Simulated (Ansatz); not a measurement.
# Geometry relaxation, with input and output: Ni (part 1 of 2)

The run: geometry relaxation of Ni (Fm-3m, 1 atom in the cell). Method and program: DFT PBE, scalar-relativistic, plane waves, PAW, spin-polarised (Ansatz 0.2.0).

The structure derives from a Materials Project entry. Figures and captions count atoms from 1; the log counts them from 0 in places.

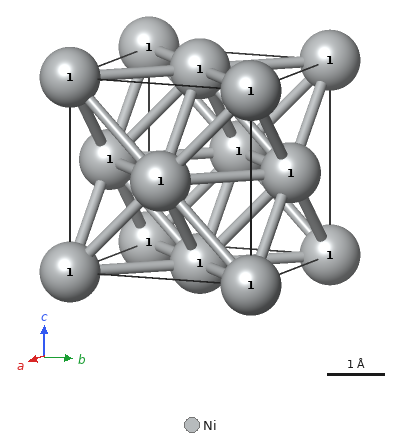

The input geometry (ball-and-stick view of the cell 4 times as large as that of the calculation, set on its symmetry axes, seen slightly off an axis; atoms are numbered from 1 in the order of the input). An atom can appear more than once, as a periodic image. Near neighbours in the periodic cell (some may lie outside the picture): Ni has 12 Ni at 2.49 Å.

Input:
```yaml
crystal:
  lattice:
    - [0.0, 1.7599725878, 1.7599725878]
    - [1.7599725878, 0.0, 1.7599725878]
    - [1.7599725878, 1.7599725878, 0.0]
  atoms:
    - { symbol: Ni, position: [0.0, 0.0, 0.0], spin: 0.84 }
basis:
  ecutwfc: 420
kpoints:
  mp_grid: { grid: [20, 20, 20] }
hamiltonian:
  xc: pbe
scf:
  occupations: { method: gaussian, width: 0.1 }
output:
  forces: true
  stress: true
  eigenvalues: true
  populations: true
  write_density: true
  write_potential: true
  elf: true
  volumetric_format: npy
magnetization:
  spin_polarized: true
relax:
  adjacent_minimum: "off"
  f_tol: 0.005
  max_steps: 80
  cell: { stress_tol: 0.05 }
```

Hardware: 8 threads of Intel Xeon @ 2.50GHz (Skylake/Cascade Lake), 192 GiB of memory available, shared host.

Launch command:
```bash
ansatz run input.yaml --threads 8 --pin off --max-ram 28672MiB --backend cpu --events-out ev --progress --plain --runs-dir out
```

The program's output:
```
Engine: ansatz 0.2.0, x86_64-unknown-linux-gnu
Pseudopotentials: kind: paw
Pseudopotential: Ni, paw, valence charge 18, recommended cutoff 420 eV (normal), Ni.paw.azcp
Functional definition: PBE
  parameter kappa = 0.804
  parameter beta = 0.06672455060314922
  exchange = pbe_x(kappa = kappa, mu = beta*pi^2/3)
  correlation = pbe_c(beta = beta)
Crystal: 1 atoms, lattice volume = 10.903 Å³
Basis set: ecut = 420 eV, 181 PW (Γ), exchange–correlation on 36×36×36 points (8 copies of the dense FFT grid, shifted against one another)
Bands: 14, of which v1, the nominal top of the filled ones, is band 9 counted from 1 (8 counted from 0)
Symmetry: 48 space group operations
Space group: Fm-3m (ITA 225), of the structure as read, at distance tolerance 2.2e-5 Å
Magnetic group: BNS 225.116 (UNI 1618), of the structure as read, at distance tolerance 2.2e-5 Å
k-points: 256 of 8000
Non-local potential: Ni, projectors of the file, l = 0: 3, l = 1: 2, l = 2: 3, l = 3: 1
PAW form: soft (Blöchl's): semilocal exchange-correlation on the pseudo side does not see the compensation charge
PAW one-centre angular grid: Ni, 590 points (default); XC on 64 Gauss nodes
Initial density: superposition of atomic densities (chi_scale 0.1, normalization cell)
Starting moments: Σ|m| = 0.84 μB on 1 of 1 site
Initial wavefunctions: pseudopotential atomic-orbital guess
Functional: x = pbe(κ = 0.804, μ = 0.2195149727645171), c = pbe(β = 0.06672455060314922)
SCF iter   1: F=—  HF=-5839.009456 eV  |F-HF|=—  |Δ(HF+E_count)|=         —  Δρ=7.53e-2 (↑2.65e-2 ↓7.53e-2)  dr2=6.78e-1  dr2_m=6.14e-2  M=0.838 μB ∫|m|=0.893 μB  β_m=0.30  ethr=3.10e-3  ⟨swp⟩=5.3  Hψ=37754  notcnv=0
Mixer restart at iter 1: flushing history
preconditioner: auto → none  [metal: Δε(μ)=0.007 eV  Ē_g=15.884 eV  σ=0.100 eV  W_gap=0.04  n_scr=0 (ndim 8)  ℏωp=35.6 eV  f_vac=0.000  D(μ)=1.53/eV (n_scr^D=14)]
SCF iter   2: F=—  HF=-5838.871510 eV  |F-HF|=—  |Δ(HF+E_count)|=   1.38e-1  Δρ=4.78e-2 (↑4.78e-2 ↓2.91e-2)  dr2=2.88e-1  dr2_m=1.38e-2  M=0.777 μB ∫|m|=0.846 μB  β_m=0.25  ethr=3.10e-3  ⟨swp⟩=2.6  Hψ=15165  notcnv=0  defer=264
SCF iter   3: F=—  HF=-5839.049963 eV  |F-HF|=—  |Δ(HF+E_count)|=         —  Δρ=1.68e-2 (↑1.68e-2 ↓1.38e-2)  dr2=2.85e-2  dr2_m=4.67e-3  M=0.744 μB ∫|m|=0.814 μB  β_m=0.25  ethr=1.60e-3  ⟨swp⟩=2.5  Hψ=12183  notcnv=0  defer=266
Mixer restart at iter 3: flushing history
SCF iter   4: F=—  HF=-5839.272554 eV  |F-HF|=—  |Δ(HF+E_count)|=   2.23e-1  Δρ=1.30e-2 (↑9.50e-3 ↓1.30e-2)  dr2=1.68e-2  dr2_m=2.82e-3  M=0.718 μB ∫|m|=0.793 μB  β_m=0.58  ethr=1.58e-4  ⟨swp⟩=2.6  Hψ=12398  notcnv=0  defer=271
SCF iter   5: F=—  HF=-5839.675190 eV  |F-HF|=—  |Δ(HF+E_count)|=   4.03e-1  Δρ=1.49e-2 (↑4.41e-3 ↓1.49e-2)  dr2=2.24e-2  dr2_m=3.92e-3  M=0.656 μB ∫|m|=0.744 μB  β_m=0.45  ethr=9.33e-5  ⟨swp⟩=2.1  Hψ=14087  notcnv=0  defer=276
SCF iter   6: F=-5839.664584 eV  HF=-5839.747186 eV  |F-HF|=8.26e-2  |Δ(HF+E_count)|=   7.20e-2  Δρ=1.88e-2 (↑1.65e-2 ↓1.88e-2)  dr2=7.10e-2  dr2_m=1.61e-4  M=0.650 μB ∫|m|=0.743 μB  β_m=0.79  ethr=9.33e-5  ⟨swp⟩=2.0  Hψ=17034  notcnv=0  defer=283
SCF iter   7: F=-5839.725030 eV  HF=-5839.725761 eV  |F-HF|=7.30e-4  |Δ(HF+E_count)|=   2.14e-2  Δρ=2.93e-3 (↑7.21e-4 ↓2.93e-3)  dr2=8.00e-4  dr2_m=1.39e-4  M=0.638 μB ∫|m|=0.730 μB  β_m=0.67  ethr=9.33e-5  ⟨swp⟩=2.4  Hψ=14257  notcnv=0  defer=293
SCF iter   8: F=-5839.725544 eV  HF=-5839.725560 eV  |F-HF|=1.59e-5  |Δ(HF+E_count)|=   2.01e-4  Δρ=1.25e-3 (↑2.06e-4 ↓1.25e-3)  dr2=1.12e-4  dr2_m=3.69e-5  M=0.639 μB ∫|m|=0.731 μB  β_m=0.84  ethr=4.44e-6  ⟨swp⟩=1.0  Hψ=8410  notcnv=0  defer=293
SCF iter   9: F=-5839.725607 eV  HF=-5839.725607 eV  |F-HF|=7.52e-8  |Δ(HF+E_count)|=   4.77e-5  Δρ=7.61e-5 (↑1.49e-5 ↓7.61e-5)  dr2=2.96e-7  dr2_m=1.67e-7  M=0.638 μB ∫|m|=0.731 μB  β_m=0.78  ethr=6.20e-7  ⟨swp⟩=2.2  Hψ=9469  notcnv=0  defer=291
SCF iter  10: F=-5839.725607 eV  HF=-5839.725607 eV  |F-HF|=4.47e-8  |Δ(HF+E_count)|=   1.45e-7  Δρ=3.83e-5 (↑1.60e-5 ↓3.83e-5)  dr2=1.89e-7  dr2_m=1.55e-8  M=0.638 μB ∫|m|=0.731 μB  β_m=0.89  ethr=1.64e-9  ⟨swp⟩=2.0  Hψ=11287  notcnv=0  defer=291
SCF iter  11: F=-5839.725607 eV  HF=-5839.725607 eV  |F-HF|=5.22e-9  |Δ(HF+E_count)|=   4.45e-8  Δρ=1.28e-5 (↑5.12e-6 ↓1.28e-5)  dr2=1.99e-8  dr2_m=1.86e-9  M=0.638 μB ∫|m|=0.731 μB  β_m=0.95  ethr=1.05e-9  ⟨swp⟩=1.5  Hψ=8288  notcnv=0  defer=291
SCF iter  12: F=-5839.725607 eV  HF=-5839.725607 eV  |F-HF|=9.34e-10  |Δ(HF+E_count)|=   5.93e-9  Δρ=2.79e-6 (↑1.55e-6 ↓2.79e-6)  dr2=1.22e-9  dr2_m=5.10e-11  M=0.638 μB ∫|m|=0.731 μB  ethr=1.11e-10  ⟨swp⟩=7.4  Hψ=39077  notcnv=0
at 1 of the mixer's solves, the last at iteration 5, it left a direction of its history that read negative out of its fit and stepped the other way along it
SCF 1 converged in 12 iterations: F = -5839.725607 eV  dr2 = 1.22e-9
  greatest PAW one-centre occupation: 1.001 electrons in one spin orbital (limit 2), on the Ni atom at site 0 (counted from 0), in its partial waves of l = 1
relax step   1: F+E_penalty+E_count = -5839.72560747 eV  Δ(F+E_penalty+E_count) = +0.000e0 eV  max|allowed force component| = 0.000e0 eV/Å  Δτ_max = 0.0000 Å  P = -0.243 GPa  Ω = 10.903 Å³  (12 SCF iters, dr2 threshold 1.00e-7 eV, accepted)
Crystal: 1 atoms, lattice volume = 10.896 Å³
Initial density: handed on by an earlier stage of this run
Starting moments: Σ|m| = 0.84 μB on 1 of 1 site; this step starts from the density that it was given
Initial wavefunctions: those handed on with the density
iter 1 solved again at ethr=1.72e-8 eV; its pass at ethr=3.10e-3 eV (dr2=3.09e-6 eV) is discarded
SCF iter   1: F=—  HF=-5839.725618 eV  |F-HF|=—  |Δ(HF+E_count)|=         —  Δρ=1.14e-4 (↑9.48e-5 ↓1.14e-4)  dr2=2.82e-6  dr2_m=1.11e-8  M=0.638 μB ∫|m|=0.731 μB  β_m=0.65  ethr=1.72e-8  ⟨swp⟩=2.3  Hψ=43045  notcnv=0
preconditioner: auto → none  [metal: Δε(μ)=0.003 eV  Ē_g=16.721 eV  σ=0.100 eV  W_gap=0.02  n_scr=0 (ndim 8)  ℏωp=35.6 eV  f_vac=0.000  D(μ)=1.71/eV (n_scr^D=26)]
SCF iter   2: F=—  HF=-5839.725619 eV  |F-HF|=—  |Δ(HF+E_count)|=   1.43e-6  Δρ=1.89e-4 (↑1.66e-4 ↓1.89e-4)  dr2=7.16e-6  dr2_m=1.71e-8  M=0.638 μB ∫|m|=0.731 μB  β_m=0.30  ethr=1.57e-8  ⟨swp⟩=2.1  Hψ=11355  notcnv=0
SCF iter   3: F=—  HF=-5839.725617 eV  |F-HF|=—  |Δ(HF+E_count)|=   2.27e-6  Δρ=6.94e-6 (↑6.94e-6 ↓6.57e-6)  dr2=4.61e-9  dr2_m=1.38e-9  M=0.638 μB ∫|m|=0.731 μB  β_m=0.48  ethr=1.57e-8  ⟨swp⟩=2.1  Hψ=10040  notcnv=0
SCF iter   4: F=—  HF=-5839.725617 eV  |F-HF|=—  |Δ(HF+E_count)|=   2.42e-7  Δρ=1.39e-5 (↑4.25e-6 ↓1.39e-5)  dr2=1.94e-8  dr2_m=3.33e-9  M=0.638 μB ∫|m|=0.731 μB  β_m=0.74  ethr=2.56e-11  ⟨swp⟩=2.0  Hψ=11936  notcnv=0
SCF iter   5: F=—  HF=-5839.725617 eV  |F-HF|=—  |Δ(HF+E_count)|=   1.18e-7  Δρ=1.78e-5 (↑7.55e-6 ↓1.78e-5)  dr2=4.00e-8  dr2_m=3.11e-9  M=0.638 μB ∫|m|=0.731 μB  β_m=0.87  ethr=2.56e-11  ⟨swp⟩=2.1  Hψ=9349  notcnv=0
SCF iter   6: F=—  HF=-5839.725617 eV  |F-HF|=—  |Δ(HF+E_count)|=   6.45e-8  Δρ=1.17e-5 (↑7.52e-6 ↓1.17e-5)  dr2=2.34e-8  dr2_m=5.78e-10  M=0.638 μB ∫|m|=0.730 μB  β_m=0.89  ethr=2.56e-11  ⟨swp⟩=2.7  Hψ=13602  notcnv=0
SCF iter   7: F=-5839.725617 eV  HF=-5839.725617 eV  |F-HF|=2.82e-8  |Δ(HF+E_count)|=   3.06e-8  Δρ=1.51e-5 (↑8.35e-6 ↓1.51e-5)  dr2=3.53e-8  dr2_m=1.34e-9  M=0.638 μB ∫|m|=0.731 μB  ethr=2.56e-11  ⟨swp⟩=4.7  Hψ=34828  notcnv=0
SCF 2 converged in 7 iterations: F = -5839.725617 eV  dr2 = 3.53e-8
relax step   2: F+E_penalty+E_count = -5839.72561741 eV  Δ(F+E_penalty+E_count) = -9.933e-6 eV  max|allowed force component| = 0.000e0 eV/Å  Δτ_max = 0.0000 Å  P = -0.125 GPa  Ω = 10.896 Å³  energy of the carried Pulay correction = +2.408e-6 eV  (7 SCF iters, dr2 threshold 1.00e-7 eV, accepted)
Crystal: 1 atoms, lattice volume = 10.889 Å³
iter 1 solved again at ethr=2.13e-8 eV; its pass at ethr=3.10e-3 eV (dr2=3.83e-6 eV) is discarded
SCF iter   1: F=—  HF=-5839.725623 eV  |F-HF|=—  |Δ(HF+E_count)|=         —  Δρ=1.28e-4 (↑1.05e-4 ↓1.28e-4)  dr2=3.51e-6  dr2_m=1.51e-8  M=0.638 μB ∫|m|=0.730 μB  β_m=0.65  ethr=2.13e-8  ⟨swp⟩=2.4  Hψ=43019  notcnv=0
preconditioner: auto → none  [metal: Δε(μ)=0.003 eV  Ē_g=16.729 eV  σ=0.100 eV  W_gap=0.02  n_scr=0 (ndim 8)  ℏωp=35.6 eV  f_vac=0.000  D(μ)=1.70/eV (n_scr^D=26)]
SCF iter   2: F=—  HF=-5839.725625 eV  |F-HF|=—  |Δ(HF+E_count)|=   1.68e-6  Δρ=2.07e-4 (↑1.84e-4 ↓2.07e-4)  dr2=8.64e-6  dr2_m=1.75e-8  M=0.638 μB ∫|m|=0.730 μB  β_m=0.30  ethr=1.95e-8  ⟨swp⟩=2.1  Hψ=11363  notcnv=0
SCF iter   3: F=—  HF=-5839.725622 eV  |F-HF|=—  |Δ(HF+E_count)|=   2.78e-6  Δρ=7.54e-6 (↑7.54e-6 ↓6.85e-6)  dr2=7.63e-9  dr2_m=1.24e-9  M=0.638 μB ∫|m|=0.730 μB  β_m=0.48  ethr=1.95e-8  ⟨swp⟩=2.1  Hψ=10004  notcnv=0
SCF iter   4: F=—  HF=-5839.725622 eV  |F-HF|=—  |Δ(HF+E_count)|=   2.15e-7  Δρ=1.32e-5 (↑4.22e-6 ↓1.32e-5)  dr2=1.80e-8  dr2_m=2.85e-9  M=0.638 μB ∫|m|=0.730 μB  β_m=0.74  ethr=4.24e-11  ⟨swp⟩=2.0  Hψ=11916  notcnv=0
SCF iter   5: F=—  HF=-5839.725622 eV  |F-HF|=—  |Δ(HF+E_count)|=   9.91e-8  Δρ=1.75e-5 (↑7.56e-6 ↓1.75e-5)  dr2=3.93e-8  dr2_m=2.92e-9  M=0.638 μB ∫|m|=0.730 μB  β_m=0.87  ethr=4.24e-11  ⟨swp⟩=1.5  Hψ=8357  notcnv=0
SCF iter   6: F=—  HF=-5839.725623 eV  |F-HF|=—  |Δ(HF+E_count)|=   6.14e-8  Δρ=1.23e-5 (↑7.98e-6 ↓1.23e-5)  dr2=2.57e-8  dr2_m=5.95e-10  M=0.638 μB ∫|m|=0.730 μB  β_m=0.88  ethr=4.24e-11  ⟨swp⟩=2.1  Hψ=12156  notcnv=0
SCF iter   7: F=—  HF=-5839.725623 eV  |F-HF|=—  |Δ(HF+E_count)|=   3.18e-8  Δρ=1.62e-5 (↑9.03e-6 ↓1.62e-5)  dr2=4.08e-8  dr2_m=1.51e-9  M=0.638 μB ∫|m|=0.730 μB  β_m=0.94  ethr=4.24e-11  ⟨swp⟩=2.0  Hψ=9711  notcnv=0
SCF iter   8: F=-5839.725623 eV  HF=-5839.725623 eV  |F-HF|=1.92e-9  |Δ(HF+E_count)|=   6.51e-9  Δρ=3.98e-6 (↑2.17e-6 ↓3.98e-6)  dr2=2.43e-9  dr2_m=9.47e-11  M=0.638 μB ∫|m|=0.730 μB  ethr=4.24e-11  ⟨swp⟩=5.0  Hψ=34571  notcnv=0
SCF 3 converged in 8 iterations: F = -5839.725623 eV  dr2 = 2.43e-9
relax step   3: F+E_penalty+E_count = -5839.72562257 eV  Δ(F+E_penalty+E_count) = -5.161e-6 eV  max|allowed force component| = 0.000e0 eV/Å  Δτ_max = 0.0000 Å  P = +0.004 GPa  Ω = 10.889 Å³  energy of the carried Pulay correction = +4.965e-6 eV  (8 SCF iters, dr2 threshold 3.91e-8 eV, accepted)
Initial wavefunctions: pseudopotential atomic-orbital guess (no wavefunctions were taken with the density)
iter 1 solved again at ethr=1.38e-7 eV; its pass at ethr=3.10e-3 eV (dr2=2.49e-5 eV) is discarded
```
